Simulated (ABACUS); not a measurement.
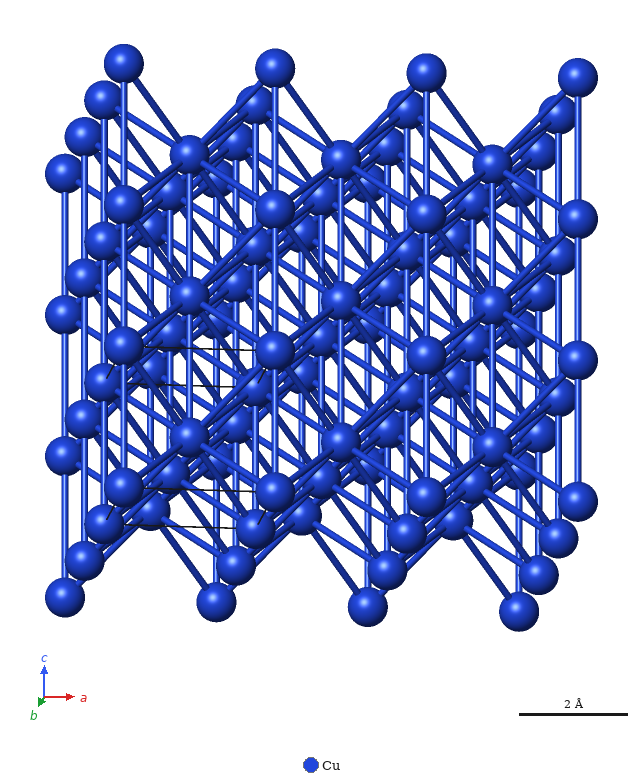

**Figure 1.** The input geometry (ball-and-stick view of the cell 2 times as large as that of the calculation, set on its symmetry axes, repeated 3 × 3 × 3, seen at an oblique angle). An atom can appear more than once, as a periodic image.

Single-point calculation at one volume of an equation of state of Cu

Cu (I4/mmm, 1 atom in the cell), computed with Kohn-Sham DFT of a periodic cell, PBEsol, PseudoDojo NC SR 0.4.1 PBEsol standard, no spin polarisation (ABACUS 3.10.1).

The structure derives from a Materials Project entry. It belongs to a series of runs on one base structure; here: volume scaled by 0.94.

### What the program printed
```
ABACUS v3.10.1

               Atomic-orbital Based Ab-initio Computation at UStc

 ------------------------------------------------------------------------------------

 READING GENERAL INFORMATION
                           global_out_dir = OUT.Cu/
                           global_in_card = INPUT
                               pseudo_dir = ./
                              orbital_dir =
                                    DSIZE = 4
                                    GSIZE = 1

 READING UNITCELL INFORMATION
                                    ntype = 1
                  lattice constant (Bohr) = 1.88973
              lattice constant (Angstrom) = 1

 READING ATOM TYPE 1
                               atom label = Cu
                      L=0, number of zeta = 1
                      L=1, number of zeta = 1
                      L=2, number of zeta = 1
             number of atom for this type = 1

                        TOTAL ATOM NUMBER = 1
DIRECT COORDINATES
    atom                   x                   y                   z     mag                  vx                  vy                  vz
taud_Cu1            0.0000000000        0.0000000000        0.0000000000  0.0000        0.0000000000        0.0000000000        0.0000000000

                          Volume (Bohr^3) = 72.6837
                             Volume (A^3) = 10.7706

 Lattice vectors: (Cartesian coordinate: in unit of a_0)
             -1.41334            +1.41334            +1.34799
             +1.41334            -1.41334            +1.34799
             +1.41334            +1.41334            -1.34799
 Reciprocal vectors: (Cartesian coordinate: in unit of 2 pi/a_0)
                   +0           +0.353772           +0.370923
            +0.353772                  +0           +0.370923
            +0.353772           +0.353772                  +0
 The esolver type has been set to : ksdft_pw

                PAO radial cut off (Bohr) = 7

 Read in pseudopotential file is Cu.upf
                     pseudopotential type = NC
          exchange-correlation functional = PBESOL
                 nonlocal core correction = 1
                        valence electrons = 19
                                     lmax = 2
                           number of zeta = 4
                     number of projectors = 6
                           L of projector = 0
                           L of projector = 0
                           L of projector = 1
                           L of projector = 1
                           L of projector = 2
                           L of projector = 2
     initial pseudo atomic orbital number = 10

 SETUP THE ELECTRONS NUMBER
            electron number of element Cu = 19
      total electron number of element Cu = 19
            AUTOSET number of electrons:  = 19
                           occupied bands = 10
                                   NBANDS = 14
                                   NLOCAL = 9

%%%%%%%%%%%%%%%%%%%%%%%%%%%%%%%%%%%%%%%%%%%%%%%%%%%%%%%%%%%%%%%%%%%%%%%%%%%%%%%%%%%%%%%%%%%%%%%%%%%%%%%%%%
 Warning: the number of valence electrons in pseudopotential > 11 for Cu: [Ar] 3d10 4s1
 Pseudopotentials with additional electrons can yield (more) accurate outcomes, but may be less efficient.
 If you're confident that your chosen pseudopotential is appropriate, you can safely ignore this warning.
%%%%%%%%%%%%%%%%%%%%%%%%%%%%%%%%%%%%%%%%%%%%%%%%%%%%%%%%%%%%%%%%%%%%%%%%%%%%%%%%%%%%%%%%%%%%%%%%%%%%%%%%%%

 SETUP THE PLANE WAVE BASIS
 energy cutoff for charge/potential (unit:Ry) = 368
            fft grid for charge/potential = [ 27, 27, 27 ]
                        fft grid division = [ 1, 1, 1 ]
        big fft grid for charge/potential = [ 27, 27, 27 ]
                                     nbxx = 19683
                                     nrxx = 19683

 SETUP PLANE WAVES FOR CHARGE/POTENTIAL
                    number of plane waves = 8635
                         number of sticks = 557

 PARALLEL PW FOR CHARGE/POTENTIAL
     PROC   COLUMNS(POT)             PW
        1            557           8635
 --------------- sum -------------------
        1            557           8635
                            number of |g| = 575
                                  max |g| = 33.2379
                                  min |g| = 0

----------- Double Check Mixing Parameters Begin ------------
mixing_type: broyden
mixing_beta: 0.7
mixing_gg0: 1
mixing_gg0_min: 0.1
mixing_ndim: 8
----------- Double Check Mixing Parameters End ------------

 LATTICE VECTORS: (CARTESIAN COORDINATE: IN UNIT OF A0)
             -1.41334            +1.41334            +1.34799
             +1.41334            -1.41334            +1.34799
             +1.41334            +1.41334            -1.34799
                       right hand lattice = 1
                                   NORM_A = 2.41084
                                   NORM_B = 2.41084
                                   NORM_C = 2.41084
                           ALPHA (DEGREE) = 108.218
                           BETA  (DEGREE) = 108.218
                           GAMMA (DEGREE) = 112.008

 The lattice vectors have been changed (STRU_SIMPLE.cif)

(for optimal symmetric configuration:)
                             BRAVAIS TYPE = 6
                     BRAVAIS LATTICE NAME = 06. Tetrogonal I (body-centered)
                                    ibrav = 6
                                    IBRAV = 6
                                  BRAVAIS = BODY CENTERED TETROGONAL CELL
                       LATTICE CONSTANT A = 2.82668
                                C/A RATIO = 0.953762
Original cell was already a primitive cell.
                        ROTATION MATRICES = 16
              PURE POINT GROUP OPERATIONS = 16
                   SPACE GROUP OPERATIONS = 16
                              POINT GROUP = D_4h
               POINT GROUP IN SPACE GROUP = D_4h

 SETUP K-POINTS
                                    nspin = 1
                   Input type of k points = Monkhorst-Pack(Gamma)
                                   nkstot = 2197
                       right hand lattice = 1
(for reciprocal lattice: )
                             BRAVAIS TYPE = 6
                     BRAVAIS LATTICE NAME = 06. Tetrogonal I (body-centered)
                                    ibrav = 6
                       right hand lattice = 1
(for k-lattice: )
                             BRAVAIS TYPE = 6
                     BRAVAIS LATTICE NAME = 06. Tetrogonal I (body-centered)
                                    ibrav = 6
                       right hand lattice = 1
                        ROTATION MATRICES = 16
                               nkstot_ibz = 196
K-POINTS REDUCTION ACCORDING TO SYMMETRY
     IBZ    DIRECT_X    DIRECT_Y    DIRECT_Z  WEIGHT  ibz2bz
       1  0.00000000  0.00000000  0.00000000  0.0005       0
       2 -0.07692308  0.00000000  0.07692308  0.0036       1
       3 -0.15384615  0.00000000  0.15384615  0.0036       2
       4 -0.23076923  0.00000000  0.23076923  0.0036       3
       5 -0.30769231  0.00000000  0.30769231  0.0036       4
       6 -0.38461538  0.00000000  0.38461538  0.0036       5
       7 -0.46153846  0.00000000  0.46153846  0.0036       6
       8  0.07692308  0.07692308 -0.15384615  0.0036      14
       9 -0.07692308 -0.15384615  0.23076923  0.0073      15
      10 -0.07692308 -0.23076923  0.30769231  0.0073      16
      11 -0.07692308 -0.30769231  0.38461538  0.0073      17
      12 -0.07692308 -0.38461538  0.46153846  0.0073      18
      13  0.46153846  0.07692308  0.46153846  0.0073      19
      14 -0.46153846  0.07692308  0.38461538  0.0073      20
      15 -0.07692308  0.38461538 -0.30769231  0.0073      21
      16 -0.07692308  0.30769231 -0.23076923  0.0073      22
      17 -0.23076923  0.07692308  0.15384615  0.0073      23
      18 -0.15384615  0.07692308  0.07692308  0.0073      24
      19 -0.07692308  0.07692308  0.00000000  0.0018      25
      20 -0.15384615 -0.15384615  0.30769231  0.0036      28
      21 -0.15384615 -0.23076923  0.38461538  0.0073      29
      22 -0.15384615 -0.30769231  0.46153846  0.0073      30
      23  0.38461538  0.15384615  0.46153846  0.0073      31
      24  0.46153846  0.15384615  0.38461538  0.0073      32
      25 -0.15384615  0.46153846 -0.30769231  0.0073      33
      26 -0.15384615  0.38461538 -0.23076923  0.0073      34
      27 -0.15384615  0.30769231 -0.15384615  0.0073      35
      28 -0.23076923  0.15384615  0.07692308  0.0073      36
      29 -0.15384615  0.15384615  0.00000000  0.0018      37
      30 -0.23076923 -0.23076923  0.46153846  0.0036      42
[... 166 further k points ...]

                               nkstot now = 196
[... K-POINTS DIRECT COORDINATES: 196 rows ...]

           k-point number in this process = 49
       minimum distributed K point number = 49
[... stars of the k points ...]

[... K-POINTS CARTESIAN COORDINATES: 49 rows ...]

[... K-POINTS DIRECT COORDINATES: 49 rows ...]

 SETUP PLANE WAVES FOR WAVE FUNCTIONS
     energy cutoff for wavefunc (unit:Ry) = 92
              fft grid for wave functions = [ 27, 27, 27 ]
                    number of plane waves = 1617
                         number of sticks = 177

 PARALLEL PW FOR WAVE FUNCTIONS
     PROC   COLUMNS(POT)             PW
        1            177           1617
 --------------- sum -------------------
        1            177           1617

 SETUP NONLOCAL PSEUDOPOTENTIALS IN PLANE WAVE BASIS
 Cu non-local projectors:
 projector 1 L=0
 projector 2 L=0
 projector 3 L=1
 projector 4 L=1
 projector 5 L=2
 projector 6 L=2
      TOTAL NUMBER OF NONLOCAL PROJECTORS = 18

 Init Non-Local PseudoPotential table :
 Init Non-Local-Pseudopotential done.

                                     npwx = 1088

 Make real space PAO into reciprocal space.
       max mesh points in Pseudopotential = 701
     dq(describe PAO in reciprocal space) = 0.01
                                    max q = 1155

 number of pseudo atomic orbitals for Cu is 4
WARNING: norm of atomic wavefunction # 3 of atomic type Cu is 0.999944, renormalized
WARNING: norm of atomic wavefunction # 4 of atomic type Cu is 0.996041, renormalized

 -------------------------------------------
 SELF-CONSISTENT
 -------------------------------------------
                                 init_chg = atomic

 PW ALGORITHM --------------- ION=   1  ELEC=   1--------------------------------

 Density error is 0.287034676709
                          Error Threshold = 0.01
----------------------------------------------------------
     Energy           Rydberg                 eV
----------------------------------------------------------
 E_KohnSham     -378.7756599839      -5153.5072394914
 E_Harris       -388.4027114640      -5284.4899945599
 E_Fermi        1.5379260587         20.9245575004
----------------------------------------------------------

 PW ALGORITHM --------------- ION=   1  ELEC=   2--------------------------------

 Density error is 0.345045820405
                          Error Threshold = 0.00151070882478
----------------------------------------------------------
     Energy           Rydberg                 eV
----------------------------------------------------------
 E_KohnSham     -378.8507371673      -5154.5287169753
 E_Harris       -368.5531066235      -5014.4222656817
 E_Fermi        1.3421149932         18.2604112782
----------------------------------------------------------

 PW ALGORITHM --------------- ION=   1  ELEC=   3--------------------------------

 Density error is 0.000253951367813
                          Error Threshold = 0.00151070882478
----------------------------------------------------------
     Energy           Rydberg                 eV
----------------------------------------------------------
 E_KohnSham     -378.9121413908      -5155.3641642971
 E_Harris       -378.7783525140      -5153.5438732433
 E_Fermi        1.4180935114         19.2941520521
----------------------------------------------------------

 PW ALGORITHM --------------- ION=   1  ELEC=   4--------------------------------

 Density error is 0.000130533716534
                          Error Threshold = 1.33658614638e-06
----------------------------------------------------------
     Energy           Rydberg                 eV
----------------------------------------------------------
 E_KohnSham     -378.9129049771      -5155.3745534213
 E_Harris       -379.0671257343      -5157.4728344694
 E_Fermi        1.4190764506         19.3075256255
----------------------------------------------------------

 PW ALGORITHM --------------- ION=   1  ELEC=   5--------------------------------

 Density error is 6.52712801797e-05
                          Error Threshold = 6.87019560703e-07
----------------------------------------------------------
     Energy           Rydberg                 eV
----------------------------------------------------------
 E_KohnSham     -378.9128707130      -5155.3740872343
 E_Harris       -379.0143833168      -5156.7552370644
 E_Fermi        1.4186960593         19.3023501371
----------------------------------------------------------

 PW ALGORITHM --------------- ION=   1  ELEC=   6--------------------------------

 Density error is 1.49858053578e-06
                          Error Threshold = 3.43533053577e-07
----------------------------------------------------------
     Energy           Rydberg                 eV
----------------------------------------------------------
 E_KohnSham     -378.9128828421      -5155.3742522583
 E_Harris       -378.9126514317      -5155.3711037586
 E_Fermi        1.4181241534         19.2945689581
----------------------------------------------------------

 PW ALGORITHM --------------- ION=   1  ELEC=   7--------------------------------

 Density error is 1.15262348709e-09
                          Error Threshold = 7.88726597781e-09
----------------------------------------------------------
     Energy           Rydberg                 eV
----------------------------------------------------------
 E_KohnSham     -378.9128830327      -5155.3742548524
 E_KS(sigma->0) -378.9127958443      -5155.3730685925
 E_Harris       -378.9123578100      -5155.3671088311
 E_band         -23.0638510413       -313.7997919855
 E_one_elec     -190.5809959979      -2592.9874760862
 E_Hartree      107.7765403689       1466.3750597441
 E_xc           -46.2622410844       -629.4300809974
 E_Ewald        -249.8460119424      -3399.3293849932
 E_entropy(-TS) -0.0001743769        -0.0023725198
 E_descf        0.0000000000         0.0000000000
 E_exx          0.0000000000         0.0000000000
 E_Fermi        1.4180393977         19.2934157975
----------------------------------------------------------

 charge density convergence is achieved
 final etot is -5155.3742549 eV
 EFERMI = 19.293415798 eV

 STATE ENERGY(eV) AND OCCUPATIONS    NSPIN == 1
 1/49 kpoint (Cartesian) = 0.0000 0.0000 0.0000 (1075 pws)
       1       -93.1518    0.000910332
       2       -50.6258    0.000910332
       3       -50.6247    0.000910332
       4       -50.6247    0.000910332
       5        9.12557    0.000910332
       6        15.8452    0.000910332
       7        16.0700    0.000910332
       8        16.0700    0.000910332
       9        17.0612    0.000910332
      10        17.2956    0.000910332
      11        44.8332        0.00000
      12        44.8332        0.00000
      13        46.1128        0.00000
      14        49.1356        0.00000

 2/49 kpoint (Cartesian) = 0.027213 0.0000 -0.028533 (1071 pws)
       1       -93.1504     0.00728266
       2       -50.6346     0.00728266
       3       -50.6281     0.00728266
       4       -50.6253     0.00728266
       5        9.37345     0.00728266
       6        15.8510     0.00728266
       7        16.0613     0.00728266
       8        16.1130     0.00728266
       9        17.0611     0.00728266
      10        17.2578     0.00728266
      11        43.2841        0.00000
      12        44.2882        0.00000
      13        44.6274        0.00000
      14        47.0722        0.00000

 3/49 kpoint (Cartesian) = 0.054426 0.0000 -0.057065 (1073 pws)
       1       -93.1465     0.00728266
       2       -50.6601     0.00728266
       3       -50.6375     0.00728266
       4       -50.6256     0.00728266
       5        10.0980     0.00728266
       6        15.7440     0.00728266
       7        16.0147     0.00728266
       8        16.3657     0.00728266
       9        17.0559     0.00728266
      10        17.2018     0.00728266
      11        39.3203        0.00000
      12        42.5424        0.00000
      13        43.1947        0.00000
      14        44.5341        0.00000

 4/49 kpoint (Cartesian) = 0.081640 0.0000 -0.085598 (1072 pws)
       1       -93.1409     0.00728266
       2       -50.6961     0.00728266
       3       -50.6507     0.00728266
       4       -50.6259     0.00728266
       5        11.2234     0.00728266
       6        15.5488     0.00728266
       7        15.9343     0.00728266
       8        16.7940     0.00728266
       9        17.0613     0.00728266
      10        17.2104     0.00728266
      11        35.0553        0.00000
      12        40.5697        0.00000
      13        41.5904        0.00000
      14        42.8829        0.00000

 5/49 kpoint (Cartesian) = 0.10885 0.0000 -0.11413 (1082 pws)
       1       -93.1350     0.00728266
       2       -50.7341     0.00728266
       3       -50.6646     0.00728266
       4       -50.6263     0.00728266
       5        12.5215     0.00728266
       6        15.3389     0.00728266
       7        16.0337     0.00728266
       8        17.1034     0.00728266
       9        17.2738     0.00728266
      10        17.2923     0.00728266
      11        31.0096        0.00000
      12        38.9445        0.00000
      13        39.7396        0.00000
      14        42.1029        0.00000

 6/49 kpoint (Cartesian) = 0.13607 0.0000 -0.14266 (1078 pws)
       1       -93.1301     0.00728266
       2       -50.7655     0.00728266
       3       -50.6762     0.00728266
       4       -50.6266     0.00728266
       5        13.4376     0.00728266
       6        15.1673     0.00728266
       7        16.8105     0.00728266
       8        17.1774     0.00728266
       9        17.3588     0.00728266
      10        17.7408     0.00728266
      11        27.4207    1.85996e-73
      12        37.7971        0.00000
      13        38.3204        0.00000
      14        41.6569        0.00000

[... levels at 43 further k points ...]

------------------------------------------------------------------------------------------
 TOTAL-FORCE (eV/Angstrom)
------------------------------------------------------------------------------------------
                       Cu1         0.0000000000         0.0000000000         0.0000000000
------------------------------------------------------------------------------------------

----------------------------------------------------------------
 TOTAL-STRESS (KBAR)
----------------------------------------------------------------
        98.5181045698         0.0000000000         0.0000000000
         0.0000000000        98.5181045698        -0.0000000000
        -0.0000000000        -0.0000000000       104.9295901501
----------------------------------------------------------------
 TOTAL-PRESSURE: 100.655266 KBAR

 --------------------------------------------
 !FINAL_ETOT_IS -5155.3742548524387530 eV
 --------------------------------------------
```

The run was set up as follows.

### Input
```
INPUT_PARAMETERS
suffix              Cu
calculation         scf
basis_type          pw
pseudo_dir          ./
symmetry            1
dft_functional      pbesol
ecutwfc             92
pseudo_rcut         7
nspin               1
nbands              14
ks_solver           dav
smearing_method     fd
smearing_sigma      0.00367493
scf_thr             1e-08
scf_nmax            100
mixing_type         broyden
mixing_beta         0.7
cal_force           1
cal_stress          1
kpar                4
```

### File STRU
```
ATOMIC_SPECIES
Cu 63.5460 Cu.upf

LATTICE_CONSTANT
1.8897261246

LATTICE_VECTORS
-1.4133402940 1.4133402940 1.3479902729
1.4133402940 -1.4133402940 1.3479902729
1.4133402940 1.4133402940 -1.3479902729

ATOMIC_POSITIONS
Direct

Cu
0.0
1
0.0000000000 0.0000000000 0.0000000000 1 1 1
```

### File KPT
```
K_POINTS
0
Gamma
13 13 13 0 0 0
```

Launch command:
```bash
OMP_NUM_THREADS=1 mpirun -np 4 abacus > log
```

### Summary

- outcome: converged
- space group (tolerance 0.01 Å): I4/mmm (139)
- electrons treated: 19
- free energy: −5155.3743 eV
- Fermi energy: 19.293 eV
- gap on the k-point mesh: none (metallic)
- pressure: 10.07 GPa
- largest force (length of the vector): under 0.001 eV/Å
- hardware: 4 threads of Intel Xeon @ 2.50GHz (Skylake/Cascade Lake), 64 GiB of memory available, shared host
- wall time: 12 s (CPU time 47 s)
- peak memory: 0.28 GiB

### Notes

The cell is under a pressure of 10.1 GPa at this level, so it is not at its equilibrium volume.
